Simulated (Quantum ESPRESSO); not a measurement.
**Run report: Dy, band-structure run (part 2 of 3)**

The same run, continued: Dy (4 atoms in the cell); Kohn-Sham DFT of a periodic cell, PBEsol, SSSP 1.3 efficiency PBE, spin-polarised (Quantum ESPRESSO 7.5); cutoff 748.31 eV, 9×9×3 k-mesh, fermi-dirac of 0.05 eV, collinear spins. The structure derives from a Materials Project entry.

Geometry of the input (Å; fractional positions):
```
3.5777  0.0000  0.0000
-1.7889  3.0984  0.0000
0.0000  0.0000  11.4576
Dy 0.6667  0.3333  0.7500
Dy 0.0000  0.0000  0.5000
Dy 0.3333  0.6667  0.2500
Dy 0.0000  0.0000  0.0000
```

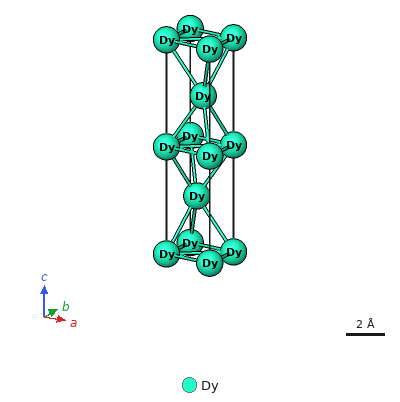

The structure (ball-and-stick view of the cell of the calculation, seen slightly off an axis). An atom can appear more than once, as a periodic image.

Log, continued:
```
     total magnetization       =    -0.15 Bohr mag/cell
     absolute magnetization    =    19.42 Bohr mag/cell

     iteration # 77     ecut=    55.00 Ry     beta= 0.30
     Davidson diagonalization with overlap
     ethr =  8.96E-11,  avg # of iterations =  4.5

     total energy              =   -3077.24544931 Ry
     estimated scf accuracy    <       0.00000002 Ry

     total magnetization       =    -0.15 Bohr mag/cell
     absolute magnetization    =    19.42 Bohr mag/cell

     iteration # 78     ecut=    55.00 Ry     beta= 0.30
     Davidson diagonalization with overlap
     ethr =  2.89E-11,  avg # of iterations =  5.9

     total energy              =   -3077.24544934 Ry
     estimated scf accuracy    <       0.00000002 Ry

     total magnetization       =    -0.15 Bohr mag/cell
     absolute magnetization    =    19.42 Bohr mag/cell

     iteration # 79     ecut=    55.00 Ry     beta= 0.30
     Davidson diagonalization with overlap
     ethr =  2.80E-11,  avg # of iterations =  1.0

     Magnetic moment per site  (integrated on atomic sphere of radius R)
     atom   1 (R=0.344)  charge= 18.5878  magn= -4.8105
     atom   2 (R=0.344)  charge= 18.5884  magn=  4.7578
     atom   3 (R=0.344)  charge= 18.5878  magn= -4.8105
     atom   4 (R=0.344)  charge= 18.5884  magn=  4.7578

     End of self-consistent calculation

 ------ SPIN UP ------------

          k = 0.0000 0.0000 0.0000 (  5841 PWs)   bands (ev):

   -34.6166 -34.6162 -32.5453 -32.5447 -10.5179 -10.4398 -10.1520 -10.1520
   -10.1504 -10.1504  -8.9534  -8.8457  -8.6113  -8.6113  -8.6089  -8.6089
     7.6399   8.9491   8.9589   9.0030   9.0030   9.0079   9.0079   9.0520
     9.0561   9.0630   9.3550   9.7384   9.7384   9.7414   9.7414   9.7598
     9.7598  10.6187  12.2665  12.2674  12.5293  12.5293  12.5623  12.5623
    12.9718  12.9718  13.0006  13.0006  13.0166  13.2097  13.3846  13.3846
    13.9692  14.0412  14.0557  14.4997  14.6569  14.6569  15.1786

          k = 0.0000 0.0000 0.1232 (  5835 PWs)   bands (ev):

   -34.6165 -34.6163 -32.5452 -32.5448 -10.4993 -10.4603 -10.1516 -10.1516
   -10.1508 -10.1508  -8.9255  -8.8717  -8.6107  -8.6107  -8.6095  -8.6095
     7.8401   8.3980   8.9519   8.9566   9.0042   9.0042   9.0067   9.0067
     9.0530   9.0550   9.7391   9.7391   9.7406   9.7406   9.7598   9.7598
    10.0104  10.4880  12.2612  12.2625  12.5369  12.5369  12.5534  12.5534
    12.9785  12.9785  12.9929  12.9929  13.0518  13.1582  13.3846  13.3846
    13.8260  13.9202  14.4143  14.5807  14.5807  14.6787  14.6787

          k = 0.0000 0.1518 0.0000 (  5848 PWs)   bands (ev):

   -34.6127 -34.6124 -32.5408 -32.5402 -10.5014 -10.4339 -10.2145 -10.2118
   -10.1661 -10.1641  -8.9372  -8.8459  -8.6788  -8.6758  -8.6268  -8.6240
     7.9410   8.9588   8.9674   8.9937   9.0034   9.0067   9.0114   9.0579
     9.0619   9.3294   9.6113   9.7256   9.7373   9.7391   9.7414   9.7450
     9.7452  10.9220  12.2680  12.2742  12.5189  12.5301  12.5518  12.5584
    12.9426  12.9458  12.9819  13.0093  13.0498  13.1517  13.3400  13.3455
    13.6658  13.7666  13.9875  14.2626  14.2983  14.7270  14.8001

          k = 0.0000 0.1518 0.1232 (  5862 PWs)   bands (ev):

   -34.6126 -34.6125 -32.5406 -32.5403 -10.4854 -10.4518 -10.2134 -10.2121
   -10.1656 -10.1646  -8.9142  -8.8687  -8.6776  -8.6761  -8.6261  -8.6247
     8.1335   8.6718   8.9609   8.9653   9.0016   9.0026   9.0079   9.0102
     9.0588   9.0609   9.7262   9.7271   9.7378   9.7387   9.7451   9.7452
    10.2902  10.7880  12.2602  12.2641  12.5262  12.5367  12.5426  12.5509
    12.9598  12.9673  12.9885  13.0021  13.0209  13.0912  13.3415  13.3442
    13.6158  13.6740  14.0785  14.2022  14.5853  14.8186  14.8826

          k = 0.0000 0.3036 0.0000 (  5888 PWs)   bands (ev):

   -34.6028 -34.6025 -32.5292 -32.5288 -10.4593 -10.4199 -10.3701 -10.3598
   -10.2013 -10.1986  -8.9003  -8.8504  -8.8457  -8.8346  -8.6660  -8.6620
     8.7599   8.9823   8.9869   8.9928   8.9946   9.0162   9.0202   9.0752
     9.0788   9.6976   9.7036   9.7036   9.7056   9.7434   9.7436  10.0143
    10.2309  11.6042  12.2730  12.3154  12.4914  12.5280  12.5331  12.5500
    12.6834  12.8589  13.0090  13.0094  13.0326  13.0555  13.1837  13.2660
    13.2763  13.4121  13.6529  13.7178  14.0278  14.2466  15.1127

          k = 0.0000 0.3036 0.1232 (  5888 PWs)   bands (ev):

   -34.6027 -34.6026 -32.5291 -32.5289 -10.4510 -10.4318 -10.3656 -10.3609
   -10.2006 -10.1993  -8.8912  -8.8693  -8.8370  -8.8334  -8.6650  -8.6630
     8.9215   8.9837   8.9897   8.9926   8.9937   9.0172   9.0192   9.0760
     9.0778   9.3949   9.7036   9.7036   9.7067   9.7112   9.7435   9.7436
    10.9106  11.4639  12.2510  12.2701  12.4962  12.5127  12.5332  12.5441
    12.7333  12.8291  12.9616  12.9720  13.0153  13.0269  13.2441  13.2687
    13.2738  13.3387  13.5984  13.7035  14.3126  14.3961  14.9351

          k = 0.0000 0.4554 0.0000 (  5902 PWs)   bands (ev):

   -34.5914 -34.5913 -32.5160 -32.5158 -10.5403 -10.5234 -10.4086 -10.4050
   -10.2410 -10.2373  -9.0379  -9.0064  -8.8693  -8.8387  -8.7101  -8.7046
     8.9770   8.9837   9.0170   9.0228   9.0271   9.0304   9.0989   9.1033
     9.6672   9.6674   9.6881   9.6924   9.7447   9.7470   9.8401  10.5904
    10.7754  11.8605  12.2787  12.3284  12.3907  12.4701  12.4804  12.5192
    12.5436  12.6600  12.8919  12.9748  13.0466  13.0528  13.0612  13.2143
    13.2258  13.2455  13.3496  13.5506  14.1379  14.2744  14.7328

          k = 0.0000 0.4554 0.1232 (  5908 PWs)   bands (ev):

   -34.5914 -34.5913 -32.5160 -32.5159 -10.5364 -10.5280 -10.4076 -10.4054
   -10.2401 -10.2382  -9.0311  -9.0155  -8.8604  -8.8453  -8.7087  -8.7060
     8.9789   8.9823   9.0186   9.0215   9.0279   9.0296   9.1001   9.1023
     9.6672   9.6673   9.6888   9.6910   9.7453   9.7464   9.9412  10.2307
    11.2140  11.6945  12.2048  12.2975  12.4521  12.4697  12.4848  12.5248
    12.5370  12.5558  12.8923  12.9329  13.0506  13.0579  13.1640  13.2170
    13.2188  13.2228  13.4504  13.5591  14.2460  14.3394  14.6540

          k = 0.0000 0.6073 0.0000 (  5902 PWs)   bands (ev):

   -34.5840 -34.5839 -32.5074 -32.5073 -10.6463 -10.6273 -10.3969 -10.3759
   -10.2667 -10.2624  -9.1563  -9.1134  -8.8625  -8.8224  -8.7386  -8.7322
     8.9688   8.9813   9.0343   9.0371   9.0419   9.0453   9.1190   9.1245
     9.6465   9.6468   9.6807   9.6820   9.7458   9.7494  10.5670  10.7263
    11.1245  11.6795  12.2113  12.2378  12.4277  12.4381  12.4769  12.5111
    12.5407  12.5770  12.6930  12.7763  12.9567  13.0763  13.0815  13.1902
    13.2020  13.3971  13.4989  13.5063  13.9255  14.5645  14.6586

          k = 0.0000 0.6073 0.1232 (  5913 PWs)   bands (ev):

   -34.5840 -34.5840 -32.5074 -32.5073 -10.6414 -10.6319 -10.3921 -10.3816
   -10.2656 -10.2635  -9.1456  -9.1242  -8.8522  -8.8322  -8.7370  -8.7338
     8.9717   8.9779   9.0350   9.0364   9.0427   9.0445   9.1202   9.1230
     9.6466   9.6467   9.6800   9.6807   9.7467   9.7485  10.6524  10.7768
    11.1235  11.4247  12.1113  12.1854  12.4324  12.4357  12.4749  12.4878
    12.5177  12.5325  12.8258  12.8895  13.0779  13.0804  13.1461  13.1927
    13.1985  13.3685  13.4462  13.5635  14.1646  14.6533  14.7422

          k = 0.1315 0.2277 0.0000 (  5884 PWs)   bands (ev):

   -34.6058 -34.6055 -32.5327 -32.5323 -10.4719 -10.4239 -10.3186 -10.3102
   -10.1962 -10.1939  -8.9106  -8.8461  -8.7933  -8.7812  -8.6593  -8.6578
     8.5052   8.9757   8.9836   8.9908   8.9973   9.0121   9.0155   9.0698
     9.0736   9.6765   9.7082   9.7127   9.7201   9.7392   9.7399   9.8604
    10.0601  11.4420  12.2730  12.2954  12.4999  12.5262  12.5462  12.5479
    12.7988  12.8856  13.0011  13.0146  13.0493  13.0728  13.2737  13.2855
    13.3014  13.4828  13.8200  13.8979  13.9002  14.3334  15.0233

          k = 0.1315 0.2277 0.1232 (  5886 PWs)   bands (ev):

   -34.6057 -34.6056 -32.5326 -32.5324 -10.4610 -10.4372 -10.3153 -10.3113
   -10.1957 -10.1945  -8.8961  -8.8647  -8.7878  -8.7826  -8.6588  -8.6581
     8.6798   8.9771   8.9818   8.9905   8.9965   9.0133   9.0140   9.0707
     9.0726   9.1820   9.7089   9.7105   9.7203   9.7223   9.7395   9.7398
    10.7577  11.3021  12.2570  12.2634  12.5059  12.5211  12.5384  12.5433
    12.8373  12.8894  12.9829  12.9853  13.0080  13.0239  13.2881  13.2909
    13.3278  13.4129  13.6812  13.7893  14.3411  14.4800  14.9527

          k = 0.1315 0.3795 0.0000 (  5901 PWs)   bands (ev):

   -34.5951 -34.5950 -32.5203 -32.5201 -10.4680 -10.4535 -10.4254 -10.4093
   -10.2462 -10.2437  -8.9581  -8.9329  -8.8747  -8.8448  -8.7149  -8.7123
     8.9853   8.9879   9.0038   9.0108   9.0210   9.0228   9.0912   9.0948
     9.4790   9.6739   9.6879   9.6989   9.6991   9.7382   9.7407  10.5193
    10.6905  12.0104  12.2855  12.3790  12.3837  12.4699  12.5223  12.5332
    12.5560  12.8128  12.9555  12.9653  13.0191  13.0359  13.0629  13.2315
    13.2331  13.2811  13.3551  13.5961  13.9131  13.9329  14.7598

          k = 0.1315 0.3795 0.1232 (  5903 PWs)   bands (ev):

   -34.5951 -34.5950 -32.5203 -32.5201 -10.4664 -10.4597 -10.4186 -10.4111
   -10.2457 -10.2444  -8.9538  -8.9418  -8.8650  -8.8507  -8.7140  -8.7126
     8.9867   8.9879   9.0057   9.0091   9.0214   9.0223   9.0921   9.0939
     9.5931   9.6705   9.6949   9.6982   9.7078   9.7384   9.7413  10.0112
    11.3010  11.8691  12.2188  12.2775  12.4622  12.4702  12.5300  12.5348
    12.6194  12.7575  12.9298  12.9554  13.0160  13.0404  13.0525  13.1432
    13.2367  13.2425  13.4246  13.5320  14.0290  14.1053  14.6656

          k = 0.1315 0.5313 0.0000 (  5917 PWs)   bands (ev):

   -34.5858 -34.5857 -32.5094 -32.5093 -10.5929 -10.5757 -10.3977 -10.3843
   -10.2903 -10.2879  -9.0971  -9.0608  -8.8577  -8.8314  -8.7634  -8.7605
     8.9758   8.9859   9.0258   9.0273   9.0369   9.0397   9.1142   9.1181
     9.6458   9.6463   9.6875   9.6878   9.7368   9.7398  10.5239  10.9102
    11.1240  11.9449  12.2612  12.2970  12.4202  12.4603  12.4696  12.5170
    12.5316  12.5816  12.8182  12.8567  12.9606  13.0683  13.0933  13.1761
    13.2006  13.3381  13.3504  13.5279  13.9856  14.1390  14.3737

          k = 0.1315 0.5313 0.1232 (  5908 PWs)   bands (ev):

   -34.5857 -34.5857 -32.5094 -32.5093 -10.5887 -10.5801 -10.3944 -10.3876
   -10.2897 -10.2885  -9.0882  -9.0701  -8.8512  -8.8382  -8.7622  -8.7607
     8.9783   8.9833   9.0265   9.0272   9.0375   9.0389   9.1151   9.1171
     9.6459   9.6461   9.6871   9.6874   9.7376   9.7391  10.5877  10.7587
    11.3440  11.7341  12.2031  12.3334  12.4431  12.4604  12.4702  12.5025
    12.5223  12.5269  12.8393  12.8816  13.0482  13.0686  13.1249  13.1746
    13.2059  13.2684  13.4008  13.5162  14.1372  14.1968  14.3648

          k = 0.1315 0.6832 0.0000 (  5930 PWs)   bands (ev):

   -34.5820 -34.5820 -32.5051 -32.5050 -10.6411 -10.6233 -10.3934 -10.3675
   -10.3076 -10.3054  -9.1508  -9.1100  -8.8564  -8.8212  -8.7822  -8.7796
     8.9719   8.9851   9.0306   9.0312   9.0476   9.0506   9.1249   9.1293
     9.6358   9.6375   9.6823   9.6836   9.7362   9.7397  10.8631  10.9376
    11.4525  11.8318  12.2543  12.3395  12.4412  12.4425  12.4700  12.5139
    12.5259  12.5582  12.6487  12.6752  12.9509  13.0883  13.1107  13.1771
    13.1907  13.3904  13.4650  13.4927  13.7459  14.2031  14.3970

          k = 0.1315 0.6832 0.1232 (  5912 PWs)   bands (ev):

   -34.5820 -34.5820 -32.5051 -32.5051 -10.6366 -10.6276 -10.3874 -10.3744
   -10.3070 -10.3059  -9.1404  -9.1200  -8.8480  -8.8305  -8.7811  -8.7797
     8.9749   8.9815   9.0309   9.0312   9.0483   9.0498   9.1259   9.1281
     9.6363   9.6371   9.6821   9.6828   9.7371   9.7389  10.9955  11.0289
    11.3662  11.5074  12.1809  12.2877  12.4423  12.4425  12.4697  12.4800
    12.5116  12.5199  12.7810  12.8427  13.0439  13.0848  13.1603  13.1784
    13.2019  13.3650  13.4099  13.5244  14.0110  14.2794  14.3567

          k = 0.2629 0.4554 0.0000 (  5902 PWs)   bands (ev):

   -34.5864 -34.5863 -32.5102 -32.5101 -10.5463 -10.5311 -10.3978 -10.3890
   -10.3246 -10.3237  -9.0464  -9.0144  -8.8467  -8.8435  -8.8031  -8.7980
     8.9844   8.9916   9.0138   9.0197   9.0350   9.0376   9.1127   9.1155
     9.6427   9.6430   9.6934   9.6941   9.7273   9.7313  10.5465  11.1618
    11.2358  12.0613  12.2603  12.2977  12.4352  12.4419  12.5127  12.5288
    12.5815  12.7685  12.7977  12.9258  13.0100  13.0577  13.1035  13.1708
    13.1839  13.1992  13.4103  13.5717  13.6407  13.8305  14.1156

          k = 0.2629 0.4554 0.1232 (  5910 PWs)   bands (ev):

   -34.5864 -34.5864 -32.5102 -32.5101 -10.5430 -10.5355 -10.3947 -10.3902
   -10.3248 -10.3244  -9.0386  -9.0226  -8.8478  -8.8463  -8.7997  -8.7973
     8.9862   8.9898   9.0155   9.0185   9.0356   9.0369   9.1134   9.1148
     9.6427   9.6429   9.6935   9.6939   9.7283   9.7303  10.6151  10.8317
    11.6344  11.9519  12.2958  12.3165  12.4368  12.4384  12.5151  12.5254
    12.6246  12.7756  12.8000  12.8452  12.9837  13.0628  13.0815  13.0948
    13.2099  13.2339  13.3203  13.3974  13.8021  13.8747  14.2659

          k = 0.2629 0.6073 0.0000 (  5917 PWs)   bands (ev):

   -34.5808 -34.5807 -32.5036 -32.5036 -10.5825 -10.5681 -10.3928 -10.3920
   -10.3871 -10.3619  -9.0864  -9.0546  -8.8760  -8.8677  -8.8433  -8.8282
     8.9834   8.9954   9.0140   9.0208   9.0499   9.0529   9.1286   9.1308
     9.6259   9.6286   9.6891   9.6933   9.7179   9.7232  11.3913  11.4659
    11.7610  12.1691  12.1758  12.3684  12.4386  12.4580  12.4826  12.4995
    12.5182  12.6310  12.6653  12.8104  12.9489  13.0985  13.1328  13.1356
    13.1700  13.3049  13.3146  13.5033  13.6027  13.6076  14.0229

          k = 0.2629 0.6073 0.1232 (  5921 PWs)   bands (ev):

   -34.5807 -34.5807 -32.5036 -32.5036 -10.5791 -10.5719 -10.3918 -10.3901
   -10.3827 -10.3691  -9.0780  -9.0621  -8.8761  -8.8723  -8.8373  -8.8301
     8.9860   8.9918   9.0163   9.0196   9.0506   9.0521   9.1291   9.1302
     9.6266   9.6280   9.6899   9.6920   9.7194   9.7221  11.4313  11.5231
    11.7215  11.9253  12.3244  12.4116  12.4344  12.4509  12.4895  12.4971
    12.5024  12.6033  12.6943  12.7073  13.0046  13.0929  13.1291  13.1449
    13.1803  13.2476  13.3243  13.3596  13.7569  13.9420  13.9735

          k = 0.3944 0.6832 0.0000 (  5922 PWs)   bands (ev):

   -34.5788 -34.5788 -32.5013 -32.5013 -10.5062 -10.5062 -10.4971 -10.4971
   -10.3859 -10.3541  -9.0082  -8.9959  -8.9959  -8.9667  -8.8322  -8.8322
     8.9977   8.9977   9.0089   9.0089   9.0545   9.0575   9.1346   9.1356
     9.6189   9.6221   9.6993   9.6993   9.7060   9.7060  12.1055  12.1055
    12.1463  12.1638  12.1638  12.3086  12.3484  12.3484  12.4832  12.4862
    12.4914  12.4914  12.6229  12.6229  12.9426  13.1363  13.1363  13.1655
    13.1655  13.1803  13.1803  13.2667  13.7065  13.7291  13.7291

          k = 0.3944 0.6832 0.1232 (  5943 PWs)   bands (ev):

   -34.5788 -34.5788 -32.5013 -32.5013 -10.5092 -10.5092 -10.4940 -10.4940
   -10.3781 -10.3622  -8.9976  -8.9964  -8.9964  -8.9769  -8.8317  -8.8317
     8.9982   8.9982   9.0084   9.0084   9.0552   9.0567   9.1348   9.1354
     9.6197   9.6213   9.6988   9.6988   9.7064   9.7064  12.0696  12.0696
    12.1850  12.1943  12.1943  12.2656  12.3497  12.3497  12.4833  12.4844
    12.4916  12.4916  12.5932  12.5932  13.0088  13.1423  13.1423  13.1596
    13.1657  13.1657  13.2129  13.2129  13.7572  13.7572  13.8679

 ------ SPIN DOWN ----------

          k = 0.0000 0.0000 0.0000 (  5841 PWs)   bands (ev):

   -34.6290 -34.6286 -32.5503 -32.5497 -10.5148 -10.4345 -10.1734 -10.1734
   -10.1720 -10.1720  -8.9742  -8.8640  -8.6177  -8.6177  -8.6156  -8.6156
     7.6126   8.9538   8.9538   8.9572   8.9572   9.0484   9.0585   9.0673
     9.0727   9.0727   9.3210   9.6308   9.6393   9.7051   9.7051   9.7103
     9.7103  10.6072  12.4878  12.4878  12.5125  12.5125  12.6422  12.6423
    12.6768  12.8632  13.0958  13.0958  13.1335  13.1335  13.2372  13.2444
    13.9571  13.9661  14.0155  14.4454  14.4454  14.8689  14.8690

          k = 0.0000 0.0000 0.1232 (  5835 PWs)   bands (ev):

   -34.6289 -34.6287 -32.5502 -32.5498 -10.4957 -10.4556 -10.1731 -10.1731
   -10.1724 -10.1724  -8.9456  -8.8906  -8.6172  -8.6172  -8.6161  -8.6161
     7.8135   8.3736   8.9547   8.9547   8.9564   8.9564   9.0619   9.0655
     9.0727   9.0727   9.6325   9.6351   9.7064   9.7064   9.7090   9.7090
     9.9878  10.4711  12.4936  12.4936  12.5059  12.5059  12.6423  12.6423
    12.7267  12.8271  13.1043  13.1043  13.1231  13.1231  13.2297  13.2324
    13.7582  13.8648  14.3910  14.5324  14.5324  14.7346  14.7359

          k = 0.0000 0.1518 0.0000 (  5848 PWs)   bands (ev):

   -34.6251 -34.6247 -32.5457 -32.5452 -10.4981 -10.4285 -10.2363 -10.2328
   -10.1875 -10.1857  -8.9580  -8.8643  -8.6854  -8.6831  -8.6335  -8.6308
     7.9134   8.9517   8.9546   8.9591   8.9622   9.0581   9.0582   9.0657
     9.0715   9.3002   9.5775   9.6417   9.6489   9.6951   9.7037   9.7086
     9.7123  10.9129  12.4791  12.4924  12.4945  12.5109  12.6087  12.6107
    12.6404  12.8614  13.0880  13.1018  13.1168  13.1395  13.1890  13.2168
    13.6941  13.8003  13.8569  14.1671  14.3765  14.6370  14.7086
```
